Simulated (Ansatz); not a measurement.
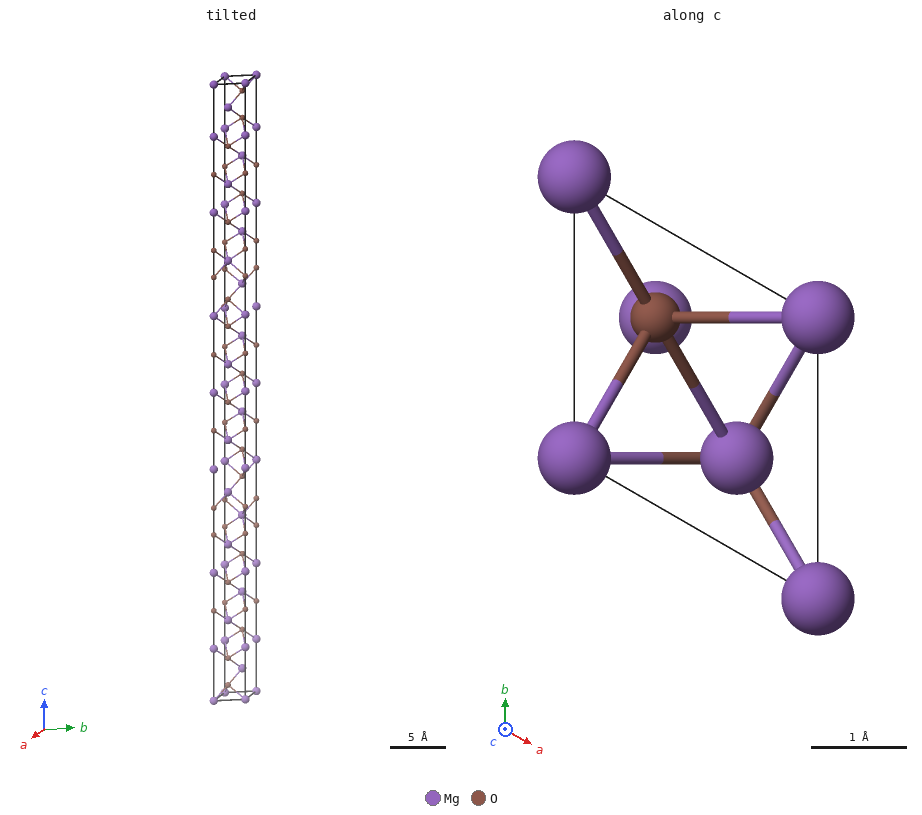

Ball-and-stick drawing of the structure, looking slightly off an axis and along the c axis. Lines trace the edges of the conventional unit cell.

MgO, space group R-3m (No. 166), a = 2.961 Å, b = 2.961 Å, c = 59.240 Å, α = 90.00°, β = 90.00°, γ = 120.00°. The initial geometry was a structure listed in the Materials Project. Earlier steps of the study, as a rule a relaxation of our own, may have changed the cell and positions, so they can lie some per cent off the listed ones. A calculation with Ansatz used it as input.

This one geometry was computed with Ansatz (DFT, plane waves, PAW) at four levels of theory: r2SCAN, PBE0, PBE and HSE06. It was relaxed beforehand with r2SCAN.

Which level gives the highest pressure at this volume, and what does that say about its equilibrium volume?

Highest: PBE (5.5 GPa), which points to the largest equilibrium volume. Lowest, with the smallest volume: r2SCAN (0.0 GPa), PBE0 (-0.3 GPa) and HSE06 (-0.4 GPa). Levels within 0.5 GPa of each other can't be told apart.

How does the band gap change with the level of theory?

PBE: a gap of 4.17 eV, indirect; r2SCAN: a gap of 4.99 eV, indirect; HSE06: a gap of 5.84 eV, indirect; PBE0: a gap of 6.57 eV, indirect.

Collect the results in a table.

| level | cutoff (eV) | k-mesh of the run's cell | gap (eV) | pressure (GPa) |
| --- | --- | --- | --- | --- |
| r2SCAN | 500 | 10×10×10 | 4.99 | 0.0 |
| PBE0 | 420 | 6×6×6 | 6.57 | -0.3 |
| PBE | 420 | 10×10×10 | 4.17 | 5.5 |
| HSE06 | 420 | 6×6×6 | 5.84 | -0.4 |

Gaps are taken on the k-mesh or band path of each run.
